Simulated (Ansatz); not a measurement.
Ce

Input file:

```
crystal:
  lattice:
    - [3.5754892968, 0.0, 0.0]
    - [-1.7877446484, 3.096464562, 0.0]
    - [0.0, 0.0, 5.8383332079]
  atoms:
    - { symbol: Ce, position: [0.6666666667, 0.3333333333, 0.75], spin: 1.0 }
    - { symbol: Ce, position: [0.3333333333, 0.6666666667, 0.25], spin: 1.0 }
hamiltonian:
  xc: pbe
  pseudopotentials: { kind: paw }
magnetization:
  spin_polarized: true
kpoints:
  mp_grid: { grid: [8, 8, 5] }
scf:
  occupations: { method: fermi_dirac, width: 0.05 }
output:
  forces: true
  stress: true
  eigenvalues: true
  write_density: true
  write_potential: true
  elf: true
  volumetric_format: npy
```

Command:

```sh
ansatz run input.yaml --threads 2 --pin off --max-ram 5120MiB --backend cpu --events-out ev --progress --plain --runs-dir out
```

Below, planes, directions and counts refer to the conventional cell (a = 3.58 Å, b = 3.58 Å, c = 5.84 Å, α = 90.00°, β = 90.00°, γ = 120.00°).

Space group P6₃/mmc; computed pressure about −4 GPa in this cell; the SCF solution may not be the lowest one; no Hubbard U on the f states and no spin–orbit coupling; spin-polarised.

All numbers below come from Kohn-Sham DFT of a periodic cell, PBE, Ansatz PAW in Ansatz.

The density is the valence pseudo-density of a PAW calculation; it isn't the true density close to the nuclei.

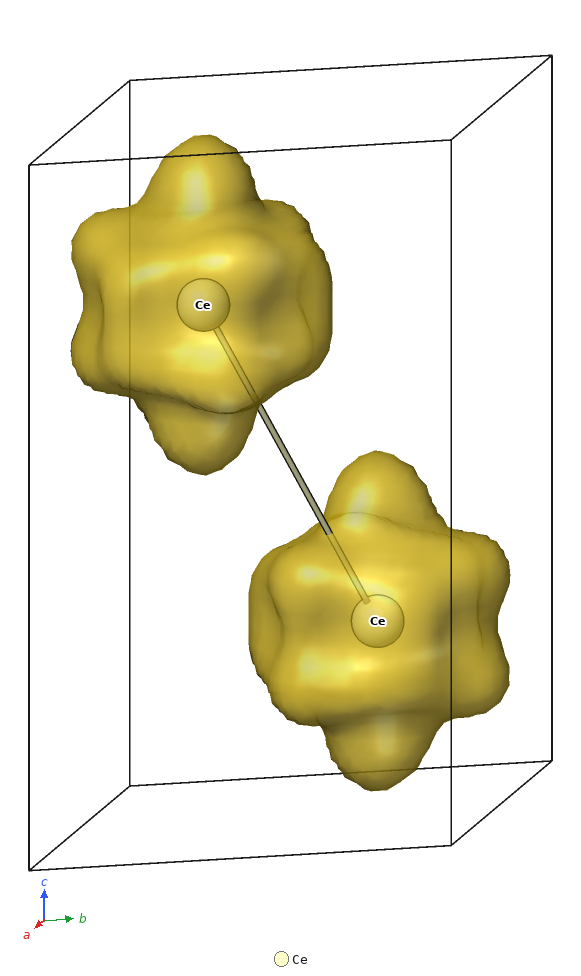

Figure 1. Isosurface of the spin density (up minus down) at +0.015 e/Å³ (yellow), seen slightly off an axis. Sticks mark near contacts.

Question: Which atoms carry the moments, and with what signs?

Answer: The spin density sits on Ce: +0.5 μB (×2) in one cell of 2 atoms: parallel main moments (a ferromagnetic arrangement) in this solution. The cell of the calculation (2 atoms) carries 1.2 μB of net spin moment.

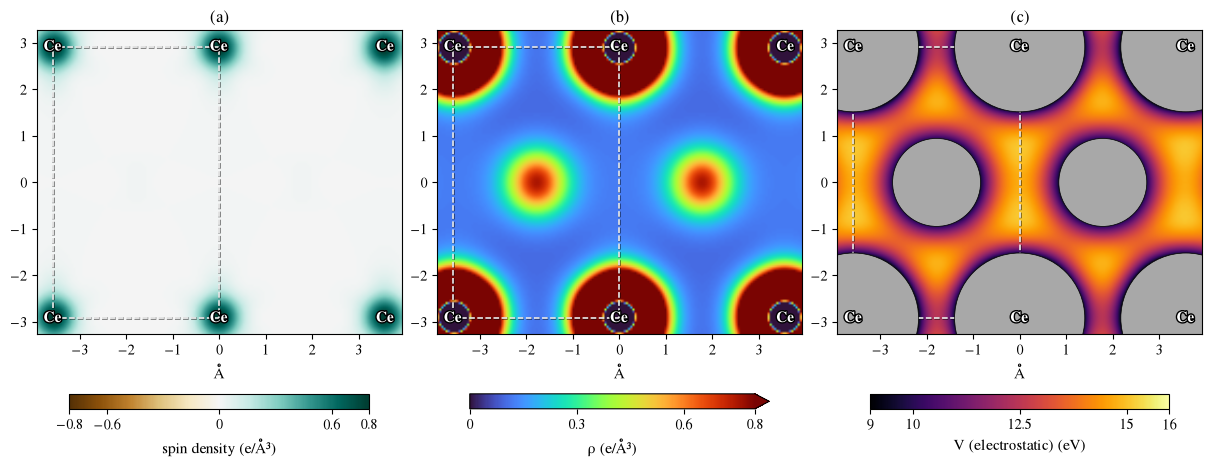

Figure 2. (a) magnetisation density (up minus down); (b) valence pseudo-density; (c) electrostatic potential (local pseudopotential plus Hartree) felt by an electron on the (100) plane of the conventional cell. Grey discs cover the atomic cores in the potential map.

Question: What do the fields say about this system?

Answer: The plane passes through Ce nuclei. Ce–Ce (3.58 Å): the density is about 0.11 e/Å³ at the midpoint. Between the atoms the lowest density in this plane is 0.1 e/Å³.
